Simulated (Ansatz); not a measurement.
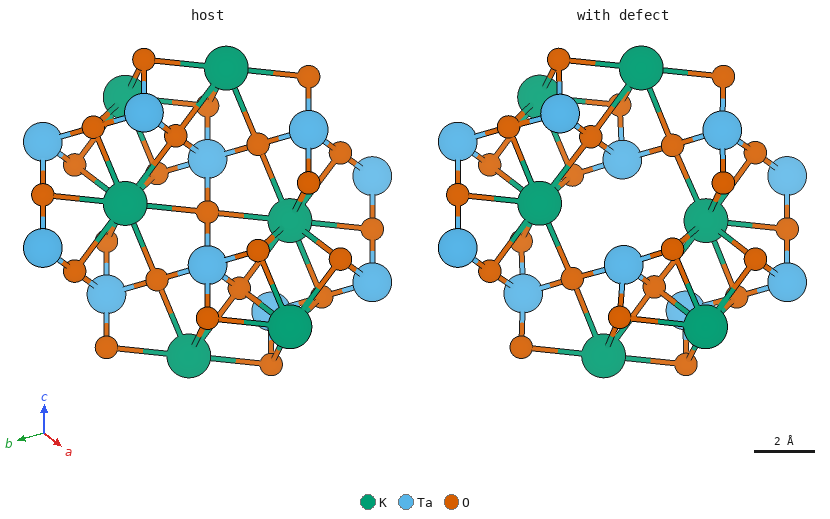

Left: perfect KTaO₃. Right: the same region with one point defect, after relaxing the atoms in a supercell of 40 sites. A ball-and-stick model of the atoms within 6.0 Å of one point, in a slice 4.2 Å thick across the line of sight, seen from a free direction.

Computed with DFT, PBEsol, PAW, plane waves (Ansatz). Set-up: plane-wave cutoff 420 eV; k-point mesh 1 × 1 × 1; mesh shifted by (0.25, 0.25, 0.25); collinear spin. Fermi-Dirac smearing of 0.01 eV. A uniform background neutralises the charged cell. The axes drawn are those of the host's conventional cell.

Which defect is it?

Answer. An oxygen atom is taken out (a vacancy).

The charge state of the cell is −1.

What does the relaxation do around it?

Answer. Around the empty O site the host had 2 Ta at 1.99 Å; after relaxation the nearest atoms are 2 Ta at 2.02 to 2.03 Å. Of the host's atoms, an oxygen atom moves furthest from its site, by 0.11 Å. The cell's net moment is 1.00 μB.

Limits of the set-up: the periodic images lie only 8.0 Å apart, so the values are limited by the cell's size; the cell is charged, on a uniform background, and energies carry no finite-size correction.
